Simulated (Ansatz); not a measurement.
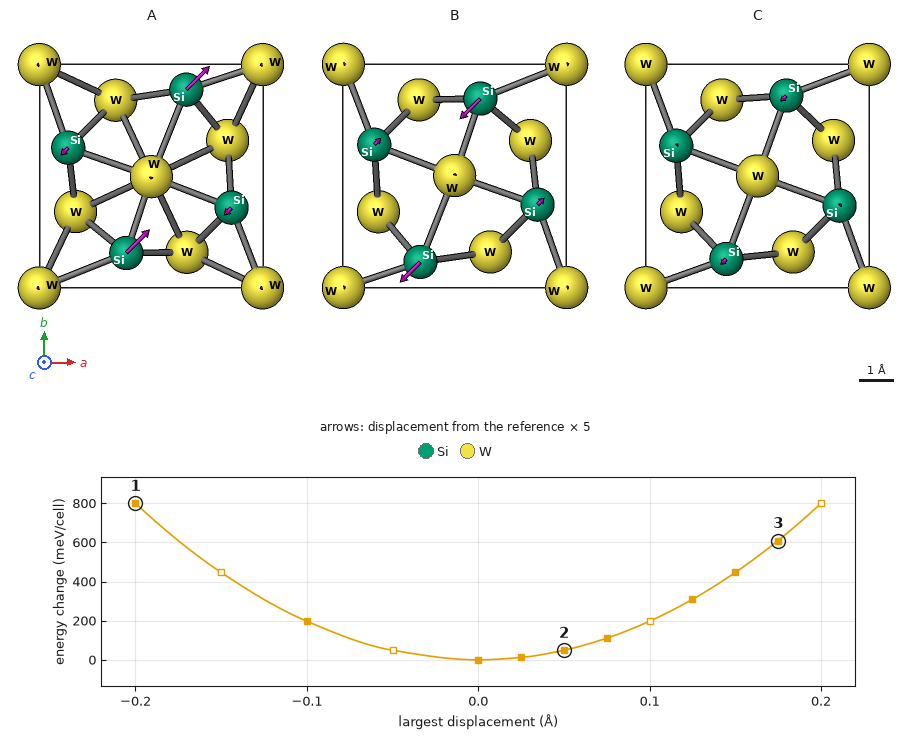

A crystal of Si2W3 (P4/mbm): a normal mode at the zone centre (one arbitrary combination within a set of 2 degenerate modes) is frozen in with the cell fixed, the amplitude being the largest displacement of an atom. The frames are shuffled; the numbered points of the plot belong to them. Hollow markers are points alike by symmetry, not computed again. A ball-and-stick model of the cell of the calculation, seen along the c axis. Purple arrows: displacements from the reference.

These are results of DFT PBE, scalar-relativistic, plane waves, PAW in Ansatz, not measurements. Set-up: plane-wave cutoff 420 eV; k-point mesh 6 × 6 × 12; occupations gaussian; smearing width 0.15 eV; no spin polarisation. Energies (free energies at the smearing named) are counted from the relaxed crystal.

### Which frame belongs to which numbered point?

Point 1 is frame A (the amplitude −0.20 Å, 800 meV/cell); 2 is frame C (the amplitude 0.05 Å, 49 meV/cell); 3 is frame B (the amplitude 0.175 Å, 610 meV/cell). The harmonic wavenumber of the mode is 401 cm⁻¹, a stable vibration. Of the computed points the lowest is at the amplitude 0.00 Å, 0 meV/cell. At the ends of the scan the energy is 800 meV/cell (−0.20 Å) and 800 meV/cell (0.20 Å). The well is symmetric. At the highest point the shortest interatomic distance is 2.38 Å, against 2.52 Å in the reference.
